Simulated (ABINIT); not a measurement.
# Hubbard response calculation, with input and output: NiSi2 (part 3 of 3)

NiSi2 (3 atoms in the cell); Kohn-Sham DFT of a periodic cell, PBEsol, DFT+U, JTH PAW PBE v2.0, spin-polarised (ABINIT 10.8.3); cutoff 1115.67 eV, 4×4×4 k-mesh, fermi-dirac of 0.05 eV, collinear spins. The structure derives from an entry of the Crystallography Open Database.

Geometry of the input (Å; fractional positions):
```
0.0000  2.7030  2.7030
2.7030  0.0000  2.7030
2.7030  2.7030  0.0000
Ni 0.0000  0.0000  0.0000
Si 0.7500  0.7500  0.7500
Si 0.2500  0.2500  0.2500
```

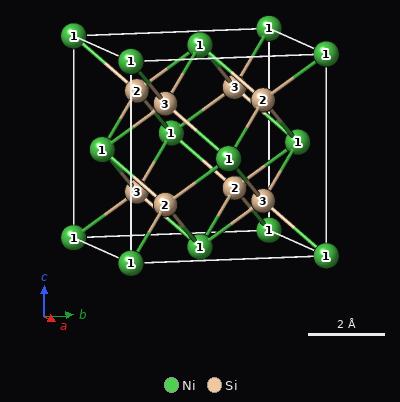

Fig. 1: The structure (ball-and-stick view of the cell 4 times as large as that of the calculation, set on its symmetry axes, seen slightly off an axis; atoms are numbered from 1 in the order of the input). An atom can appear more than once, as a periodic image.

Output, continued:
```
 cartesian coordinates (angstrom) at end:
    1      0.00000000000000     0.00000000000000     0.00000000000000
    2      4.05450000008299     4.05450000008299     4.05450000008299
    3      1.35150000002766     1.35150000002766     1.35150000002766

 cartesian forces (hartree/bohr) at end:
    1      0.00000000198615     0.00000000045700    -0.00000000025237
    2     -0.00000000189409    -0.00000000080288    -0.00000000025978
    3     -0.00000000009206     0.00000000034588     0.00000000051215
 frms,max,avg= 9.9484217E-10 1.9861505E-09   9.331E-11 -1.542E-10  4.137E-10 h/b

 cartesian forces (eV/Angstrom) at end:
    1      0.00000010213197     0.00000002349998    -0.00000001297753
    2     -0.00000009739781    -0.00000004128566    -0.00000001335824
    3     -0.00000000473415     0.00000001778568     0.00000002633577
 frms,max,avg= 5.1156841E-08 1.0213197E-07   4.798E-09 -7.931E-09  2.127E-08 e/A
 length scales=  7.223703483320  7.223703483320  7.223703483320 bohr
              =  3.822619259100  3.822619259100  3.822619259100 angstroms
 Fermi (or HOMO) energy (hartree) =   0.37824   Average Vxc (hartree)=  -0.43281
 Magnetization (Bohr magneton)=  7.57236247E-08
 Total spin up =  1.30000000E+01   Total spin down =  1.30000000E+01
 Eigenvalues (hartree) for nkpt=  36  k points, SPIN UP:
 kpt#   1, nband= 18, wtk=  0.01563, kpt=  0.0000  0.0000  0.0000 (reduced coord)
  -3.45547   -2.00529   -2.00529   -2.00529   -0.12757    0.18980    0.18980    0.18980
   0.25216    0.25216    0.37225    0.44553    0.44553    0.44553    0.46635    0.46635
   0.46635    0.55529
      occupation numbers for kpt#   1
   1.00000    1.00000    1.00000    1.00000    1.00000    1.00000    1.00000    1.00000
   1.00000    1.00000    0.96303    0.00000    0.00000    0.00000    0.00000    0.00000
   0.00000    0.00000
 prteigrs : prtvol=0 or 1, do not print more k-points.

 Eigenvalues (hartree) for nkpt=  36  k points, SPIN DOWN:
 kpt#   1, nband= 18, wtk=  0.01563, kpt=  0.0000  0.0000  0.0000 (reduced coord)
  -3.45547   -2.00529   -2.00529   -2.00529   -0.12757    0.18980    0.18980    0.18980
   0.25216    0.25216    0.37225    0.44553    0.44553    0.44553    0.46635    0.46635
   0.46635    0.55529
      occupation numbers for kpt#   1
   1.00000    1.00000    1.00000    1.00000    1.00000    1.00000    1.00000    1.00000
   1.00000    1.00000    0.96303    0.00000    0.00000    0.00000    0.00000    0.00000
   0.00000    0.00000
 prteigrs : prtvol=0 or 1, do not print more k-points.

--- !EnergyTerms
iteration_state     : {dtset: 2, }
comment             : Components of total free energy in Hartree
kinetic             :  3.21365594098609E+01
hartree             :  6.47307857039047E+01
xc                  : -1.14840061966883E+01
Ewald energy        : -9.28967318803416E+01
psp_core            :  3.06847981216654E+00
local_psp           : -1.72069284048258E+02
PAW spherical_terms : -2.26022494698878E+00
internal            : -1.78774422146344E+02
'-kT*entropy'       : -6.52467533005309E-04
total_energy        : -1.78775074613877E+02
total_energy_eV     : -4.86471760647229E+03
...

--- !EnergyTermsDC
iteration_state     : {dtset: 2, }
comment             : '"Double-counting" decomposition of free energy'
band_energy         : -1.53809511834150E+01
Ewald energy        : -9.28967318803416E+01
psp_core            :  3.06847981216654E+00
xc_dc               : -6.39576930307123E+01
PAW spherical_terms : -9.59379336095651E+00
internal            : -1.78760689643259E+02
'-kT*entropy'       : -6.52467533005309E-04
total_energy_dc     : -1.78761342110792E+02
total_energy_dc_eV  : -4.86434392602671E+03
...

--- !EnergyTermsWithPAWCore
iteration_state     : {dtset: 2, }
comment             : 'Components of total free energy, including PAW core contributions'
Total energy        : -2.09858410875761E+03
Total energy DC     : -2.09857037625453E+03
Total energy (eV)   : -5.71053827530812E+04
Total energy DC (eV): -5.71050090726356E+04
...

 Cartesian components of stress tensor (hartree/bohr^3)
  sigma(1 1)=  5.94224747E-06  sigma(3 2)=  5.67826139E-11
  sigma(2 2)=  5.94208915E-06  sigma(3 1)=  9.11784047E-11
  sigma(3 3)=  5.94224036E-06  sigma(2 1)=  6.45730411E-11

-Cartesian components of stress tensor (GPa)         [Pressure= -1.7483E-01 GPa]
- sigma(1 1)=  1.74826957E-01  sigma(3 2)=  1.67060218E-06
- sigma(2 2)=  1.74822298E-01  sigma(3 1)=  2.68256128E-06
- sigma(3 3)=  1.74826747E-01  sigma(2 1)=  1.89980446E-06

================================================================================
== DATASET  3 ==================================================================

--- !DatasetInfo
iteration_state: {dtset: 3, }
dimensions: {natom: 3, nkpt: 36, mband: 18, nsppol: 2, nspinor: 1, nspden: 2, mpw: 3362, }
cutoff_energies: {ecut:  41.0, pawecutdg:  63.0, }
electrons: {nelect:   2.60000000E+01, charge:   0.00000000E+00, occopt:   3.00000000E+00, tsmear:   1.83747000E-03, }
meta: {optdriver: 0, ionmov: 0, optcell: 0, iscf: 17, paral_kgb: 0, }
...

 Real(R)+Recip(G) space primitive vectors, cartesian coordinates (Bohr,Bohr^-1):
 R(1)=  0.0000000  5.1079297  5.1079297  G(1)= -0.0978870  0.0978870  0.0978870
 R(2)=  5.1079297  0.0000000  5.1079297  G(2)=  0.0978870 -0.0978870  0.0978870
 R(3)=  5.1079297  5.1079297  0.0000000  G(3)=  0.0978870  0.0978870 -0.0978870
 Unit cell volume ucvol=  2.6654144E+02 bohr^3
 Angles (23,13,12)=  6.00000000E+01  6.00000000E+01  6.00000000E+01 degrees

 Coarse grid specifications (used for wave-functions):

 getcut: wavevector=  0.0000  0.0000  0.0000  ngfft=  45  45  45
         ecut(hartree)=     41.000   => boxcut(ratio)=   2.11318

 Fine grid specifications (used for densities):

 getcut: wavevector=  0.0000  0.0000  0.0000  ngfft=  54  54  54
         ecut(hartree)=     63.000   => boxcut(ratio)=   2.09289
--------------------------------------------------------------------------------

-inwffil : will read wavefunctions from disk file runi_DS3_WFK

 ******************************************
 DFT+U Method used: FLL
 ******************************************

================================================================================

--- !BeginCycle
iteration_state: {dtset: 3, }
solver: {iscf: 17, nstep: 120, nline: 4, wfoptalg: 10, }
tolerances: {tolvrs: 1.00E-09, }
...

     iter   Etot(hartree)      deltaE(h)  residm     nres2   difmagsph maxmagsph
 ETOT  1  -178.74766986700    -1.787E+02 4.828E-08 1.072E-01 4.753E-08 4.753E-08
 ETOT  2  -178.74779825268    -1.284E-04 1.564E-06 3.646E-01 4.969E-07 4.494E-07
 ETOT  3  -178.74761241781     1.858E-04 3.044E-05 1.956E-04 1.015E-05 9.704E-06
 ETOT  4  -178.74761805743    -5.640E-06 1.138E-06 2.213E-04 9.151E-06 5.532E-07
 ETOT  5  -178.74761782037     2.371E-07 1.387E-08 2.366E-05 1.770E-07 7.172E-07
 ETOT  6  -178.74761780469     1.568E-08 3.437E-09 2.196E-06 4.095E-07 3.081E-07
 ETOT  7  -178.74761780382     8.720E-10 5.587E-10 7.897E-08 1.583E-07 1.981E-07
 ETOT  8  -178.74761780458    -7.594E-10 7.429E-10 8.025E-08 5.146E-08 1.467E-07
 ETOT  9  -178.74761780454     3.621E-11 1.086E-11 4.626E-09 6.591E-08 8.257E-08
 ETOT 10  -178.74761780455    -4.377E-12 5.153E-12 1.460E-10 2.479E-08 5.808E-08

 At SCF step   10       nres2   =  1.46E-10 < tolvrs=  1.00E-09 =>converged.

 Cartesian components of stress tensor (hartree/bohr^3)
  sigma(1 1)=  5.91043192E-06  sigma(3 2)=  2.41127667E-10
  sigma(2 2)=  5.91031150E-06  sigma(3 1)=  1.06946569E-10
  sigma(3 3)=  5.91048684E-06  sigma(2 1)=  2.54655625E-10

--- !ResultsGS
iteration_state: {dtset: 3, }
comment   : Summary of ground state results
lattice_vectors:
- [  0.0000000,   5.1079297,   5.1079297, ]
- [  5.1079297,   0.0000000,   5.1079297, ]
- [  5.1079297,   5.1079297,   0.0000000, ]
lattice_lengths: [   7.22370,    7.22370,    7.22370, ]
lattice_angles: [ 60.000,  60.000,  60.000, ] # degrees, (23, 13, 12)
lattice_volume:   2.6654144E+02
convergence: {deltae: -4.377E-12, res2:  1.460E-10, residm:  5.153E-12, diffor: null, }
etotal    :  -1.78747618E+02
entropy   :   0.00000000E+00
fermie    :   3.78305934E-01
cartesian_stress_tensor: # hartree/bohr^3
- [  5.91043192E-06,   2.54655625E-10,   1.06946569E-10, ]
- [  2.54655625E-10,   5.91031150E-06,   2.41127667E-10, ]
- [  1.06946569E-10,   2.41127667E-10,   5.91048684E-06, ]
pressure_GPa:  -1.7389E-01
xred      :
- [  0.0000E+00,   0.0000E+00,   0.0000E+00, Ni]
- [  7.5000E-01,   7.5000E-01,   7.5000E-01, Si]
- [  2.5000E-01,   2.5000E-01,   2.5000E-01, Si]
cartesian_forces: # hartree/bohr
- [  1.58206884E-08,   5.43957718E-09,  -7.10817887E-09, ]
- [ -9.26419620E-09,  -3.29932346E-09,   1.83459120E-09, ]
- [ -6.55649216E-09,  -2.14025372E-09,   5.27358767E-09, ]
force_length_stats: {min:   8.68210817E-09, max:   1.81771666E-08, mean:   1.22877012E-08, }
...

 Integrated electronic and magnetization densities in atomic spheres:
 ------------------------------------------------------------------------------------------------------------
 Radius=ratsph(iatom), smearing ratsm=  0.0000. Diff(up-dn)=approximate z local magnetic moment.
    Atom    Radius    up_density   dn_density  Total(up+dn)  Diff(up-dn)
    1 Ni   1.81432     7.973124     7.973124     15.946248     0.000000
    2 Si   1.90945     0.750536     0.750536      1.501073    -0.000000
    3 Si   1.90945     0.750536     0.750536      1.501073    -0.000000
 ------------------------------------------------------------------------------------------------------------
  Sum:                 9.474197     9.474197     18.948393    -0.000000
 Total magnetization (from the atomic spheres):               -0.000000
 Total magnetization (exact up - dn):                         -0.000000

 ---------- DFT+U DATA ---------------------------------------------------

 ====== For Atom     1, occupations for correlated orbitals. lpawu =   2

 Atom   1. Occ. for lpawu and for spin  1 =   3.73301
 Atom   1. Occ. for lpawu and for spin  2 =   3.73301
 => On atom   1,  local Mag. for lpawu is       -0.000000

 == Occupation matrix for correlated orbitals:

 Occupation matrix for spin  1
     0.72107    0.00000   -0.00000    0.00000   -0.00000
     0.00000    0.72107    0.00000    0.00000   -0.00000
    -0.00000    0.00000    0.78490    0.00000   -0.00000
     0.00000    0.00000    0.00000    0.72107   -0.00000
    -0.00000   -0.00000   -0.00000   -0.00000    0.78490

 Occupation matrix for spin  2
     0.72107    0.00000   -0.00000    0.00000   -0.00000
     0.00000    0.72107    0.00000    0.00000   -0.00000
    -0.00000    0.00000    0.78490   -0.00000    0.00000
     0.00000    0.00000   -0.00000    0.72107    0.00000
    -0.00000   -0.00000    0.00000    0.00000    0.78490

 ---------- calculate U, (J) start ----------

 All pawujat  ok and equal to   1
 macro_uj=1 and nspden=2: standard determination of Hubbard U-parameter

*********************************************************************
************************  Linear Response U  ************************

 Info printed for perturbed atom:    1

  Perturbations           Occupations
 --------------- -----------------------------
    alpha [eV]     Unscreened      Screened
 --------------- -----------------------------
   0.0000000000   7.4785188290   7.4785188290
   0.1000000000   7.4600968150   7.4660245459

                    Scalar response functions:
                    Chi0 [eV^-1]:     -0.40938
                    Chi [eV^-1]:      -0.12494

 The scalar U from the two-point regression scheme is   5.56093 eV.
*********************************************************************
*********************************************************************
Note: For more reliable linear regressions of the response
matrices, it is advised that you have more than two points.
See the LRUJ protocol for more information.

 URES      ii    nat       r_max    U(J)[eV]   U_ASA[eV]   U_inf[eV]
 URES       1      1     0.00000     1.39023     1.11877     1.08222
 URES       2      8    10.21590     4.87440     3.92259     3.79445
 URES       3     27    12.51180     5.35523     4.30953     4.16876
 URES       4     64    20.43170     5.47406     4.40516     4.26126
 URES       5    125    21.67110     5.51645     4.43927     4.29425
 URES       6    216    30.64760     5.53519     4.45435     4.30884

 ---------- calculate U, (J) end --------------

================================================================================

 ----iterations are completed or convergence reached----

 Mean square residual over all n,k,spin=   36.511E-14; max=  51.526E-13
 reduced coordinates (array xred) for    3 atoms
       0.000000000000      0.000000000000      0.000000000000
       0.750000000000      0.750000000000      0.750000000000
       0.250000000000      0.250000000000      0.250000000000
 rms dE/dt=  5.3174E-08; max dE/dt=  3.2677E-08; dE/dt below (all hartree)
    1       0.000000007952     -0.000000060180     -0.000000140093
    2       0.000000006910      0.000000022273      0.000000032677
    3      -0.000000016576     -0.000000009124      0.000000012925

 cartesian coordinates (angstrom) at end:
    1      0.00000000000000     0.00000000000000     0.00000000000000
    2      4.05450000008299     4.05450000008299     4.05450000008299
    3      1.35150000002766     1.35150000002766     1.35150000002766

 cartesian forces (hartree/bohr) at end:
    1      0.00000001582069     0.00000000543958    -0.00000000710818
    2     -0.00000000926420    -0.00000000329932     0.00000000183459
    3     -0.00000000655649    -0.00000000214025     0.00000000527359
 frms,max,avg= 7.4971475E-09 1.5820688E-08   4.562E-09  1.605E-09 -1.493E-09 h/b

 cartesian forces (eV/Angstrom) at end:
    1      0.00000081353250     0.00000027971431    -0.00000036551725
    2     -0.00000047638412    -0.00000016965803     0.00000009433847
    3     -0.00000033714838    -0.00000011005627     0.00000027117878
 frms,max,avg= 3.8551882E-07 8.1353250E-07   2.346E-07  8.251E-08 -7.676E-08 e/A
 length scales=  7.223703483320  7.223703483320  7.223703483320 bohr
              =  3.822619259100  3.822619259100  3.822619259100 angstroms
 Fermi (or HOMO) energy (hartree) =   0.37831   Average Vxc (hartree)=  -0.43284
 Magnetization (Bohr magneton)=  2.08015978E-07
 Total spin up =  1.29999999E+01   Total spin down =  1.30000001E+01
 Eigenvalues (hartree) for nkpt=  36  k points, SPIN UP:
 kpt#   1, nband= 18, wtk=  0.01563, kpt=  0.0000  0.0000  0.0000 (reduced coord)
  -3.45699   -2.00677   -2.00677   -2.00677   -0.12756    0.19006    0.19006    0.19006
   0.25252    0.25252    0.37235    0.44575    0.44575    0.44575    0.46625    0.46625
   0.46625    0.55538
      occupation numbers for kpt#   1
   1.00000    1.00000    1.00000    1.00000    1.00000    1.00000    1.00000    1.00000
   1.00000    1.00000    0.96237    0.00000    0.00000    0.00000    0.00000    0.00000
   0.00000    0.00000
 prteigrs : prtvol=0 or 1, do not print more k-points.

 Eigenvalues (hartree) for nkpt=  36  k points, SPIN DOWN:
 kpt#   1, nband= 18, wtk=  0.01563, kpt=  0.0000  0.0000  0.0000 (reduced coord)
  -3.45699   -2.00677   -2.00677   -2.00677   -0.12756    0.19006    0.19006    0.19006
   0.25252    0.25252    0.37235    0.44575    0.44575    0.44575    0.46625    0.46625
   0.46625    0.55538
      occupation numbers for kpt#   1
   1.00000    1.00000    1.00000    1.00000    1.00000    1.00000    1.00000    1.00000
   1.00000    1.00000    0.96237    0.00000    0.00000    0.00000    0.00000    0.00000
   0.00000    0.00000
 prteigrs : prtvol=0 or 1, do not print more k-points.

--- !EnergyTerms
iteration_state     : {dtset: 3, }
comment             : Components of total free energy in Hartree
kinetic             :  3.21261980364583E+01
hartree             :  6.47087796136410E+01
xc                  : -1.14829156390631E+01
Ewald energy        : -9.28967318803416E+01
psp_core            :  3.06847981216654E+00
local_psp           : -1.72040881113305E+02
PAW spherical_terms : -2.25733248119083E+00
internal            : -1.78774403651635E+02
'-kT*entropy'       : -6.53148594344779E-04
total_energy        : -1.78775056800229E+02
total_energy_eV     : -4.86471712173823E+03
...

--- !EnergyTermsDC
iteration_state     : {dtset: 3, }
comment             : '"Double-counting" decomposition of free energy'
band_energy         : -1.53893107366100E+01
Ewald energy        : -9.28967318803416E+01
psp_core            :  3.06847981216654E+00
xc_dc               : -6.39360138559179E+01
PAW spherical_terms : -9.59338799525072E+00
internal            : -1.78746964655954E+02
'-kT*entropy'       : -6.53148594344779E-04
total_energy_dc     : -1.78747617804548E+02
total_energy_dc_eV  : -4.86397046862855E+03
...

--- !EnergyTermsWithPAWCore
iteration_state     : {dtset: 3, }
comment             : 'Components of total free energy, including PAW core contributions'
Total energy        : -2.09858409094396E+03
Total energy DC     : -2.09855665194828E+03
Total energy (eV)   : -5.71053822683471E+04
Total energy DC (eV): -5.71046356152374E+04
...

 Cartesian components of stress tensor (hartree/bohr^3)
  sigma(1 1)=  5.91043192E-06  sigma(3 2)=  2.41127667E-10
  sigma(2 2)=  5.91031150E-06  sigma(3 1)=  1.06946569E-10
  sigma(3 3)=  5.91048684E-06  sigma(2 1)=  2.54655625E-10

-Cartesian components of stress tensor (GPa)         [Pressure= -1.7389E-01 GPa]
- sigma(1 1)=  1.73890911E-01  sigma(3 2)=  7.09422089E-06
- sigma(2 2)=  1.73887368E-01  sigma(3 1)=  3.14647668E-06
- sigma(3 3)=  1.73892526E-01  sigma(2 1)=  7.49222717E-06

== END DATASET(S) ==============================================================
================================================================================

 -outvars: echo values of variables after computation  --------
            acell      7.2237034833E+00  7.2237034833E+00  7.2237034833E+00 Bohr
           etotal1    -1.7880258391E+02
           etotal2    -1.7876134211E+02
           etotal3    -1.7874761780E+02
            fcart1     7.3187966147E-09  5.1862222460E-09  1.3773256584E-10
                       5.0883361265E-09  1.3943123349E-09  1.3924056767E-08
                      -1.2407132741E-08 -6.5805345809E-09 -1.4061789333E-08
            fcart2     1.9861505262E-09  4.5700191361E-10 -2.5237280393E-10
                      -1.8940858761E-09 -8.0287824274E-10 -2.5977644850E-10
                      -9.2064650097E-11  3.4587632912E-10  5.1214925243E-10
            fcart3     1.5820688358E-08  5.4395771836E-09 -7.1081788655E-09
                      -9.2641962011E-09 -3.2993234607E-09  1.8345911980E-09
                      -6.5564921572E-09 -2.1402537228E-09  5.2735876675E-09
            rprim      0.0000000000E+00  7.0710678120E-01  7.0710678120E-01
                       7.0710678120E-01  0.0000000000E+00  7.0710678120E-01
                       7.0710678120E-01  7.0710678120E-01  0.0000000000E+00
           strten1     5.9816532417E-06  5.9813981003E-06  5.9820988219E-06
                      -1.1024738340E-09 -1.9590262147E-10 -6.1244062067E-10
           strten2     5.9422474728E-06  5.9420891464E-06  5.9422403642E-06
                       5.6782613894E-11  9.1178404718E-11  6.4573041129E-11
           strten3     5.9104319230E-06  5.9103115044E-06  5.9104868369E-06
                       2.4112766685E-10  1.0694656852E-10  2.5465562543E-10
           xangst      0.0000000000E+00  0.0000000000E+00  0.0000000000E+00
                       4.0545000001E+00  4.0545000001E+00  4.0545000001E+00
                       1.3515000000E+00  1.3515000000E+00  1.3515000000E+00
             xred      0.0000000000E+00  0.0000000000E+00  0.0000000000E+00
                       7.5000000000E-01  7.5000000000E-01  7.5000000000E-01
                       2.5000000000E-01  2.5000000000E-01  2.5000000000E-01
 Calculation completed.
```

File lruj.log:
```
.Version 10.8.3 of LRUJ
--------------------------------------------------------|---------------------------------------
 Linear:        -0.4061334    -0.1249570     5.5405067  |    0.0001562    0.0000007    0.0009478
 Quadratic:     -0.4063513    -0.1249561     5.5418833  |    0.0000048    0.0000002    0.0000316
*************************************************************************************************
*************************************************************************************************
```

Key numbers:

```csv
quantity,value
outcome,converged
space group (tolerance 0.01 Å),Fm-3m (225)
electrons treated,26
free energy,−4864.7177 eV
Fermi energy,10.291 eV
gap on the k-point mesh,none (metallic)
net moment of the cell,0.00 μB
pressure,−0.17 GPa
largest force (length of the vector),under 0.001 eV/Å
hardware,"1 thread of Arm Neoverse V1, 112 GiB of memory available, shared host"
wall time,16 min
peak memory,0.27 GiB
```

Notes:

Points of doubt noted for this run: cell small for linear response; moments collapsed. The k-point mesh is coarse for a cell of this size, so the results may not be converged.
